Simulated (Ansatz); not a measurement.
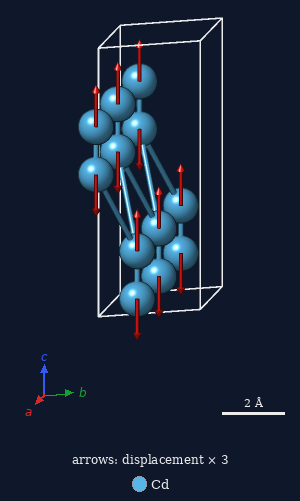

A relaxation of crystalline Cd (built on the O_194 type) (coarse preliminary run). The starting structure is drawn; red arrows show the displacements (the part carried along by the change of the cell is left out), magnified 3 times.

Style: ball-and-stick. Shown: the cell of the calculation, repeated 3 × 1 × 1 with one cell outlined, slightly off an axis.

Case: O type (P6_3/mmc, No. 194).

The calculation used DFT PBE, scalar-relativistic, plane waves, PAW (Ansatz). Set-up: plane-wave cutoff 420 eV; k-point mesh 6 × 6 × 2; occupations gaussian; smearing width 0.1 eV; no spin polarisation; cell and atoms relaxed; force threshold 0.04 eV/Å; at most 70 steps.

> What did the optimiser do to the structure, and how much energy did it gain?

The largest moves relative to the cell, 0.48 Å, are those of Cd atoms. The drawn cell changes at constant volume: a = b 3.511 → 3.052 Å (−13.1 %), c 9.014 → 11.927 Å (+32.3 %). Among the contacts that change: Cd–Cd 1.604 → 3.073 Å, Cd–Cd 3.511 → 3.052 Å, Cd–Cd 3.540 → 3.385 Å. Bond angles that change, for instance: Cd–Cd–Cd 145.1° → 148.6°. The space group stays P6_3/mmc (No. 194). The energy falls by 41.818 eV per cell of the calculation in 14 accepted moves (17 points after the start). Largest force component: 88 eV/Å at the start, 0.0014 eV/Å at the end. The pressure goes from 154.85 to 0.03 GPa. The line search rejected the trial step at point 6 of the run. At 2 points the geometry stayed and the basis and grid were re-selected for the new cell (energy shift of 21.9 meV per cell of the calculation at most each time).
